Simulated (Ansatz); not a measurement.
# Re: what the electrons do

Space group Fm-3m; the calculation finds a residual pressure of about −9 GPa at this fixed cell. This isn't the usual form at ambient conditions.

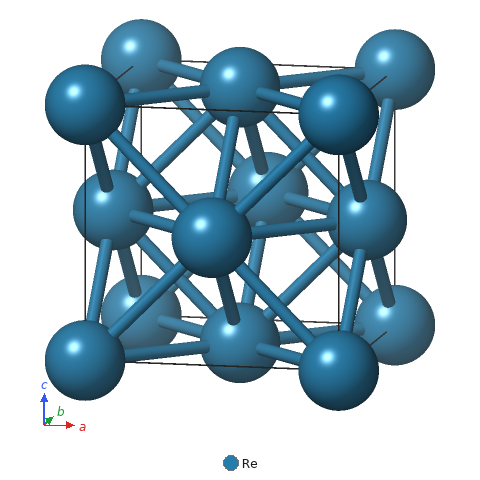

The conventional cell.

Input

```
crystal:
  lattice:
    - [0.0, 1.975, 1.975]
    - [1.975, 0.0, 1.975]
    - [1.975, 1.975, 0.0]
  atoms:
    - { symbol: Re, position: [0.0, 0.0, 0.0] }
basis:
  ecutwfc: 420
  fft_grid_basis: typed
kpoints:
  mp_grid: { grid: [14, 14, 14] }
hamiltonian:
  xc: pbe
scf:
  occupations: { method: gaussian, width: 0.05 }
output:
  forces: true
  stress: true
  eigenvalues: true
  bader: true
  write_density: true
  volumetric_format: npy
  elf: true
```

Launched as:

```sh
ansatz run input.yaml --threads 1 --pin off --max-ram 2560MiB --backend cpu --events-out ev --progress --plain --runs-dir out
```

The picture shows the conventional cell (a = 3.95 Å, b = 3.95 Å, c = 3.95 Å, α = 90.00°, β = 90.00°, γ = 90.00°).

Theory: DFT PBE, scalar-relativistic, plane waves, PAW (Ansatz 0.2.0).

Core electrons are frozen (PAW), so the maps are meaningful between the atoms, not at the nuclei.

### 1. Bonding charge

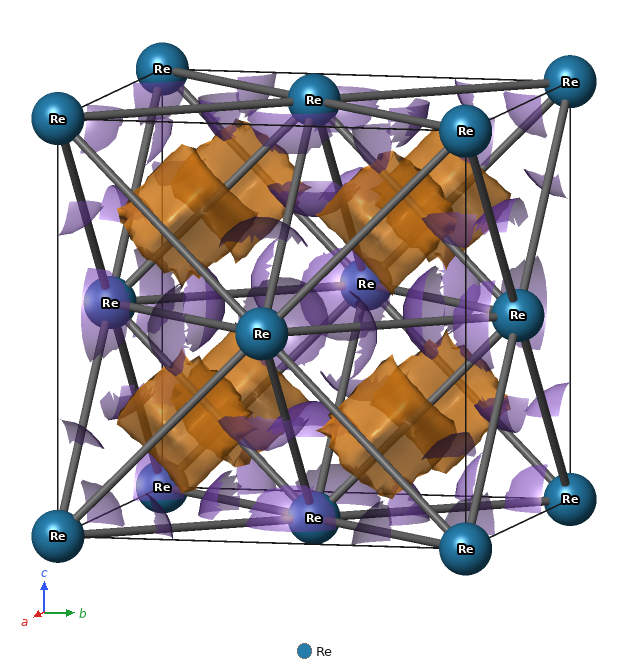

*Deformation density (self-consistent density less superposed neutral spherical atoms): orange surfaces at +0.05 and purple ones at −0.05 e/Å³, in the conventional cell seen slightly off an axis (the regions close to the nuclei are left out). Cores are masked to 0.9 Å (Re).*

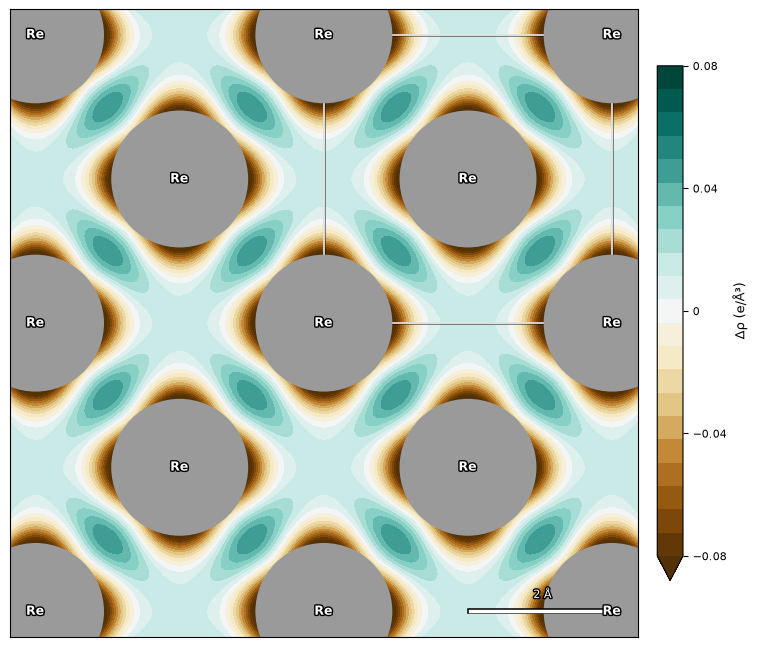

The same field as a map on the (001) plane of the conventional cell, with grey discs over the atomic cores.

Where does charge go when the atoms form this crystal?

Answer. Re–Re (2.79 Å): Δρ is +0.05 e/Å³ at the midpoint.
- Over the whole cell, outside the masked cores, the largest gain, 0.06 e/Å³, lies 1.7 Å from a rhenium nucleus, and the largest loss lies at the edge of the masked core of Re.
- The rearranged charge, half the integral of |Δρ|, is about 0.27 e an atom.

### 2. States by energy

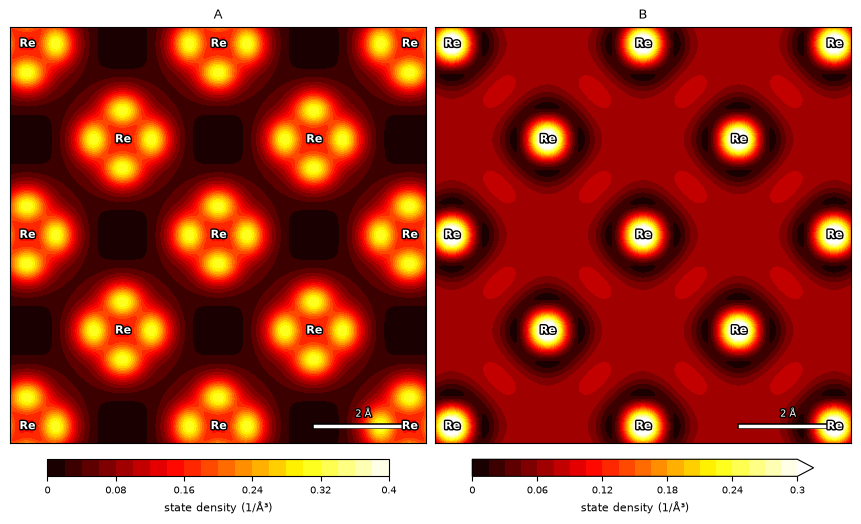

Re: densities of the states in two energy windows, on the (001) plane of the conventional cell.

The windows, about the Fermi level, are −9.8 to −6.5 eV and 0.0 to +1.2 eV. Which panel shows which?

Answer. Panel A: 0.0 to +1.2 eV, the empty states just over the Fermi level, mainly Re 5d (over 95 %).
Panel B: −9.8 to −6.5 eV, the lower third of the occupied valence band, mainly Re 6s (80 %) and Re 5d (15 %).
The characters are Löwdin shares on a minimal set of atomic orbitals.

### 3. Change of volume

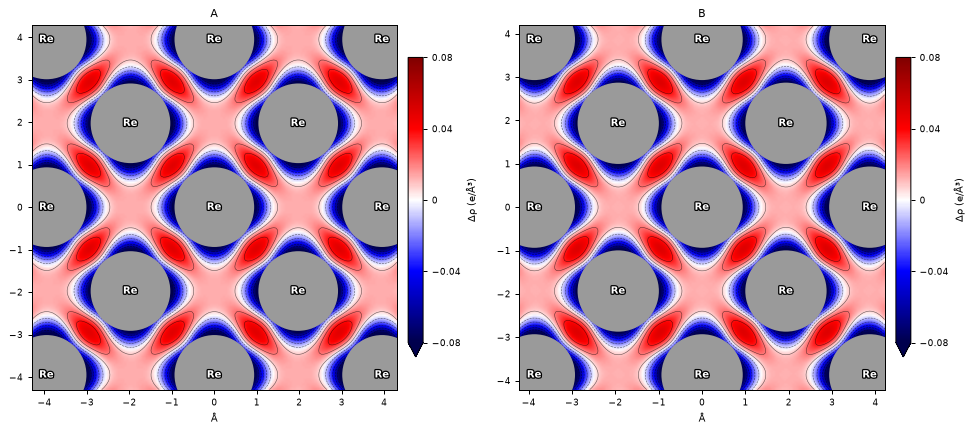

Re: deformation density on the (010) plane of the conventional cell at two volumes, with the same fractional coordinates and one colour scale. Grey discs cover the cores. Panel B has 94 % of the volume of panel A.

What changes between the database cell and the scaled one?

Answer. From A to B, Re–Re goes from 2.79 to 2.74 Å, and Δρ at its midpoint stays at +0.05 e/Å³.
- The pressure is −9 GPa in A and 13 GPa in B.
- The rearranged charge is 0.27 e an atom in A and 0.26 e in B.

### 4. Putting it together

The two pressures give a mean stiffness −ΔP/Δln V of about 366 GPa over this range, with the atoms held at their fractional positions.

Run times: 5 s (base cell), 1.4 s (state densities) and 5.4 s (scaled cell), on 1 thread of Arm Neoverse V1 (shared host).
